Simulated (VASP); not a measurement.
**Geometry relaxation of Ge (part 2 of 2)**

Ge (2 atoms in the cell); Kohn-Sham DFT of a periodic cell, PBEsol, VASP PAW PBE potentials, recommended, no spin polarisation (VASP 6.6.1); cutoff 600 eV, 10×10×10 k-mesh, Gaussian smearing of 0.03 eV. The structure derives from an entry of the Crystallography Open Database.

Geometry of the input (Å; fractional positions):
```
-0.0000  2.8376  2.8376
2.8376  -0.0000  2.8376
2.8376  2.8376  0.0000
Ge 0.0000  0.0000  0.0000
Ge 0.2500  0.2500  0.2500
```

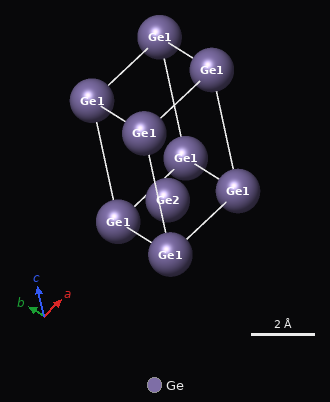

*The geometry at step 2 of the log (spheres-only view of the cell of the calculation, seen slightly off an axis; atoms are numbered from 1 in the order of the input).*

### Parts of OUTCAR, continued
```
 -----------------------------------------------------------------------------------
      0.00000      0.00000      0.00000         0.000000      0.000000      0.000000
      1.41880      1.41880      1.41880        -0.000000     -0.000000     -0.000000
 -----------------------------------------------------------------------------------
    total drift:                               -0.000000      0.000000      0.000000

  FREE ENERGIE OF THE ION-ELECTRON SYSTEM (eV)
  ---------------------------------------------------
  free  energy   TOTEN  =        -9.8714645526 eV

  energy  without entropy=       -9.8714182513  energy(sigma->0) =       -9.87144140

--------------------------------------- Ionic step        2  -------------------------------------------

 number of electron      28.0000019 magnetization

------------------------ aborting loop because EDIFF is reached ----------------------------------------

  FORCE on cell =-STRESS in cart. coord.  units (eV):
  Direction    XX          YY          ZZ          XY          YZ          ZX
  --------------------------------------------------------------------------------------
  -------------------------------------------------------------------------------------
  Total        0.0110617      0.0110617      0.0110617      0.0000000      0.0000000      0.0000000
  in kB        0.3882724      0.3882724      0.3882724      0.0000000      0.0000000      0.0000000
  external PRESSURE =       0.3882724 kB  Pullay stress =       0.0000000 kB

 VOLUME and BASIS-vectors are now :
 -----------------------------------------------------------------------------
  energy-cutoff  :      600.00
  volume of cell :       45.65
      direct lattice vectors                 reciprocal lattice vectors
    -0.000000000  2.836542310  2.836542310    -0.176270947  0.176270947  0.176270947
     2.836542310 -0.000000000  2.836542310     0.176270947 -0.176270947  0.176270947
     2.836542310  2.836542310 -0.000000000     0.176270947  0.176270947 -0.176270947

 POSITION                                       TOTAL-FORCE (eV/Angst)
 -----------------------------------------------------------------------------------
      0.00000      0.00000      0.00000        -0.000000     -0.000000     -0.000000
      1.41827      1.41827      1.41827         0.000000      0.000000      0.000000
 -----------------------------------------------------------------------------------
    total drift:                               -0.000000      0.000000      0.000000

  FREE ENERGIE OF THE ION-ELECTRON SYSTEM (eV)
  ---------------------------------------------------
  free  energy   TOTEN  =        -9.8714629490 eV

  energy  without entropy=       -9.8714166564  energy(sigma->0) =       -9.87143980

--------------------------------------- Ionic step        3  -------------------------------------------

 number of electron      28.0000019 magnetization

------------------------ aborting loop because EDIFF is reached ----------------------------------------

  FORCE on cell =-STRESS in cart. coord.  units (eV):
  Direction    XX          YY          ZZ          XY          YZ          ZX
  --------------------------------------------------------------------------------------
  -------------------------------------------------------------------------------------
  Total       -0.0153215     -0.0153215     -0.0153215      0.0000000     -0.0000000      0.0000000
  in kB       -0.5374238     -0.5374238     -0.5374238      0.0000000     -0.0000000      0.0000000
  external PRESSURE =      -0.5374238 kB  Pullay stress =       0.0000000 kB

 VOLUME and BASIS-vectors are now :
 -----------------------------------------------------------------------------
  energy-cutoff  :      600.00
  volume of cell :       45.68
      direct lattice vectors                 reciprocal lattice vectors
    -0.000000000  2.837191270  2.837191270    -0.176230628  0.176230628  0.176230628
     2.837191270 -0.000000000  2.837191270     0.176230628 -0.176230628  0.176230628
     2.837191270  2.837191270 -0.000000000     0.176230628  0.176230628 -0.176230628

 POSITION                                       TOTAL-FORCE (eV/Angst)
 -----------------------------------------------------------------------------------
      0.00000      0.00000      0.00000        -0.000000     -0.000000     -0.000000
      1.41860      1.41860      1.41860         0.000000      0.000000      0.000000
 -----------------------------------------------------------------------------------
    total drift:                               -0.000000      0.000000      0.000000

  FREE ENERGIE OF THE ION-ELECTRON SYSTEM (eV)
  ---------------------------------------------------
  free  energy   TOTEN  =        -9.8714668812 eV

  energy  without entropy=       -9.8714205845  energy(sigma->0) =       -9.87144373

--------------------------------------- Ionic step        4  -------------------------------------------

 number of electron      28.0000019 magnetization

------------------------ aborting loop because EDIFF is reached ----------------------------------------

  FORCE on cell =-STRESS in cart. coord.  units (eV):
  Direction    XX          YY          ZZ          XY          YZ          ZX
  --------------------------------------------------------------------------------------
  -------------------------------------------------------------------------------------
  Total        0.0150243      0.0150243      0.0150243      0.0000000      0.0000000      0.0000000
  in kB        0.5272071      0.5272071      0.5272071      0.0000000      0.0000000      0.0000000
  external PRESSURE =       0.5272071 kB  Pullay stress =       0.0000000 kB

 VOLUME and BASIS-vectors are now :
 -----------------------------------------------------------------------------
  energy-cutoff  :      600.00
  volume of cell :       45.66
      direct lattice vectors                 reciprocal lattice vectors
    -0.000000000  2.836814400  2.836814400    -0.176254040  0.176254040  0.176254040
     2.836814400 -0.000000000  2.836814400     0.176254040 -0.176254040  0.176254040
     2.836814400  2.836814400 -0.000000000     0.176254040  0.176254040 -0.176254040

 POSITION                                       TOTAL-FORCE (eV/Angst)
 -----------------------------------------------------------------------------------
      0.00000      0.00000      0.00000        -0.000000     -0.000000     -0.000000
      1.41841      1.41841      1.41841         0.000000      0.000000      0.000000
 -----------------------------------------------------------------------------------
    total drift:                               -0.000000      0.000000      0.000000

  FREE ENERGIE OF THE ION-ELECTRON SYSTEM (eV)
  ---------------------------------------------------
  free  energy   TOTEN  =        -9.8714656287 eV

  energy  without entropy=       -9.8714193350  energy(sigma->0) =       -9.87144248

--------------------------------------- Ionic step        5  -------------------------------------------

 number of electron      28.0000019 magnetization

 Free energy of the ion-electron system (eV)
  ---------------------------------------------------
  ext. energy  EPLUGINS =         0.00000000
  ---------------------------------------------------
  free energy    TOTEN  =        -9.87146664 eV

  energy without entropy =       -9.87142035  energy(sigma->0) =       -9.87144350

 E-fermi :   4.7882     XC(G=0): -10.0876     alpha+bet :-10.3266

 val. band max:        4.7790780608   @ k =   0.0000   0.0000   0.0000
 cond. band min:       4.8755867488   @ k =   0.5000   0.0000   0.0000
 fundamental gap:      0.0965086880
 Fermi energy:         4.7882120194

 k-point     1 :       0.0000    0.0000    0.0000
  band No.  band energies     occupation
      1     -19.9718      2.00000
      2     -19.9717      2.00000
      3     -19.9717      2.00000
      4     -19.9358      2.00000
      5     -19.9358      2.00000
      6     -19.7283      2.00000
      7     -19.7283      2.00000
      8     -19.7283      2.00000
      9     -19.7155      2.00000
     10     -19.7155      2.00000
     11      -7.9523      2.00000
     12       4.6949      1.99999
     13       4.7791      1.33341
     14       4.7791      1.33323
     15       4.7791      1.33323
     16       7.3073      0.00000
     17       7.3073      0.00000
     18       7.3073      0.00000

 k-point     2 :       0.1000    0.0000    0.0000
  band No.  band energies     occupation
      1     -19.9774      2.00000
      2     -19.9774      2.00000
      3     -19.9701      2.00000
      4     -19.9281      2.00000
      5     -19.9281      2.00000
      6     -19.7371      2.00000
      7     -19.7371      2.00000
      8     -19.7302      2.00000
      9     -19.7079      2.00000
     10     -19.7079      2.00000
     11      -7.8310      2.00000
     12       2.8829      2.00000
     13       4.5499      2.00000
     14       4.5499      2.00000
     15       5.7286      0.00000
     16       7.6137      0.00000
     17       7.6137      0.00000
     18       7.8670      0.00000

 k-point     3 :       0.2000    0.0000    0.0000
  band No.  band energies     occupation
      1     -19.9862      2.00000
      2     -19.9862      2.00000
      3     -19.9659      2.00000
      4     -19.9141      2.00000
      5     -19.9141      2.00000
      6     -19.7490      2.00000
      7     -19.7490      2.00000
      8     -19.7352      2.00000
      9     -19.6988      2.00000
     10     -19.6988      2.00000
     11      -7.4737      2.00000
     12       0.9601      2.00000
     13       4.1112      2.00000
     14       4.1112      2.00000
     15       5.5510      0.00000
     16       8.1731      0.00000
     17       8.1731      0.00000
     18       9.4216      0.00000

 k-point     4 :       0.3000    0.0000    0.0000
  band No.  band energies     occupation
      1     -19.9922      2.00000
      2     -19.9922      2.00000
      3     -19.9605      2.00000
      4     -19.9026      2.00000
      5     -19.9026      2.00000
      6     -19.7575      2.00000
      7     -19.7575      2.00000
      8     -19.7416      2.00000
      9     -19.6926      2.00000
     10     -19.6926      2.00000
     11      -6.9107      2.00000
     12      -0.7911      2.00000
     13       3.7210      2.00000
     14       3.7210      2.00000
     15       5.2008      0.00000
     16       8.4911      0.00000
     17       8.4911      0.00000
     18      11.1884      0.00000

 k-point     5 :       0.4000    0.0000    0.0000
  band No.  band energies     occupation
      1     -19.9951      2.00000
      2     -19.9951      2.00000
      3     -19.9560      2.00000
      4     -19.8964      2.00000
      5     -19.8964      2.00000
      6     -19.7616      2.00000
      7     -19.7616      2.00000
      8     -19.7468      2.00000
      9     -19.6894      2.00000
     10     -19.6894      2.00000
     11      -6.2486      2.00000
     12      -2.1871      2.00000
     13       3.4694      2.00000
     14       3.4694      2.00000
     15       4.9590      0.00000
     16       8.5146      0.00000
     17       8.5146      0.00000
     18      11.8478      0.00000

 [... the levels of 18 k-points are left out ...]

 k-point    24 :       0.4000    0.3000    0.0000
  band No.  band energies     occupation
      1     -20.0048      2.00000
      2     -19.9993      2.00000
      3     -19.9559      2.00000
      4     -19.8737      2.00000
      5     -19.8538      2.00000
      6     -19.8307      2.00000
      7     -19.7742      2.00000
      8     -19.7287      2.00000
      9     -19.6847      2.00000
     10     -19.6790      2.00000
     11      -5.9471      2.00000
     12      -1.8060      2.00000
     13       1.7703      2.00000
     14       2.1650      2.00000
     15       5.7077      0.00000
     16       6.8904      0.00000
     17      11.3838      0.00000
     18      11.9467      0.00000

 [... further k-points ...]

------------------------ aborting loop because EDIFF is reached ----------------------------------------

  FORCE on cell =-STRESS in cart. coord.  units (eV):
  Direction    XX          YY          ZZ          XY          YZ          ZX
  --------------------------------------------------------------------------------------
  -------------------------------------------------------------------------------------
  Total       -0.0008473     -0.0008473     -0.0008473     -0.0000000      0.0000000      0.0000000
  in kB       -0.0297259     -0.0297259     -0.0297259     -0.0000000      0.0000000      0.0000000
  external PRESSURE =      -0.0297259 kB  Pullay stress =       0.0000000 kB

 VOLUME and BASIS-vectors are now :
 -----------------------------------------------------------------------------
  energy-cutoff  :      600.00
  volume of cell :       45.67
      direct lattice vectors                 reciprocal lattice vectors
    -0.000000000  2.837002835  2.837002835    -0.176242334  0.176242334  0.176242334
     2.837002835 -0.000000000  2.837002835     0.176242334 -0.176242334  0.176242334
     2.837002835  2.837002835 -0.000000000     0.176242334  0.176242334 -0.176242334

 POSITION                                       TOTAL-FORCE (eV/Angst)
 -----------------------------------------------------------------------------------
      0.00000      0.00000      0.00000         0.000000     -0.000000      0.000000
      1.41850      1.41850      1.41850        -0.000000      0.000000     -0.000000
 -----------------------------------------------------------------------------------
    total drift:                               -0.000000      0.000000      0.000000

  FREE ENERGIE OF THE ION-ELECTRON SYSTEM (eV)
  ---------------------------------------------------
  free  energy   TOTEN  =        -9.8714666429 eV

  energy  without entropy=       -9.8714203479  energy(sigma->0) =       -9.87144350

 reached required accuracy - stopping structural energy minimisation
```

### CONTCAR
```
Ge
   1.00000000000000
    -0.0000000000000000    2.8370028346523082    2.8370028346523082
     2.8370028346523082   -0.0000000000000000    2.8370028346523082
     2.8370028346523082    2.8370028346523082   -0.0000000000000000
  Ge
     2
Direct
     0.0000000000000000    0.0000000000000000    0.0000000000000000
     0.2500000000000000    0.2500000000000000    0.2500000000000000

  0.00000000E+00  0.00000000E+00  0.00000000E+00
  0.00000000E+00  0.00000000E+00  0.00000000E+00
```

### Trajectory as extended XYZ (Å, eV, eV/Å), 5 frames, from step=0 to step=4
```
2
Lattice="0.0000 2.8376 2.8376 2.8376 0.0000 2.8376 2.8376 2.8376 0.0000" Properties=species:S:1:pos:R:3:forces:R:3 step=0 energy=-9.87146
Ge    0.0000    0.0000    0.0000    0.0000   0.0000   0.0000
Ge    1.4188    1.4188    1.4188    0.0000   0.0000   0.0000
2
Lattice="-0.0000 2.8365 2.8365 2.8365 -0.0000 2.8365 2.8365 2.8365 -0.0000" Properties=species:S:1:pos:R:3:forces:R:3 step=1 energy=-9.87146
Ge    0.0000    0.0000    0.0000    0.0000   0.0000   0.0000
Ge    1.4183    1.4183    1.4183    0.0000   0.0000   0.0000
2
Lattice="-0.0000 2.8372 2.8372 2.8372 -0.0000 2.8372 2.8372 2.8372 -0.0000" Properties=species:S:1:pos:R:3:forces:R:3 step=2 energy=-9.87147
Ge    0.0000    0.0000    0.0000    0.0000   0.0000   0.0000
Ge    1.4186    1.4186    1.4186    0.0000   0.0000   0.0000
2
Lattice="-0.0000 2.8368 2.8368 2.8368 -0.0000 2.8368 2.8368 2.8368 -0.0000" Properties=species:S:1:pos:R:3:forces:R:3 step=3 energy=-9.87147
Ge    0.0000    0.0000    0.0000    0.0000   0.0000   0.0000
Ge    1.4184    1.4184    1.4184    0.0000   0.0000   0.0000
2
Lattice="-0.0000 2.8370 2.8370 2.8370 -0.0000 2.8370 2.8370 2.8370 -0.0000" Properties=species:S:1:pos:R:3:forces:R:3 step=4 energy=-9.87147
Ge    0.0000    0.0000    0.0000    0.0000   0.0000   0.0000
Ge    1.4185    1.4185    1.4185    0.0000   0.0000   0.0000
```

### Results in brief

```tsv
quantity	value
outcome	converged
space group (tolerance 0.01 Å)	Fd-3m (227)
electrons treated	28
free energy	−9.8715 eV
Fermi energy	4.788 eV
gap on the k-point mesh	none (metallic)
pressure	0.00 GPa
final volume	45.67 Å³
largest force (length of the vector) at the end	under 0.001 eV/Å
final cell	a = 4.012 Å, b = 4.012 Å, c = 4.012 Å, α = 60.00°, β = 60.00°, γ = 60.00°
hardware	4 threads of Intel Xeon (Emerald Rapids), 360 GiB of memory available, shared host
wall time	37 s (CPU time 2.3 min)
peak memory	0.2 GiB
```
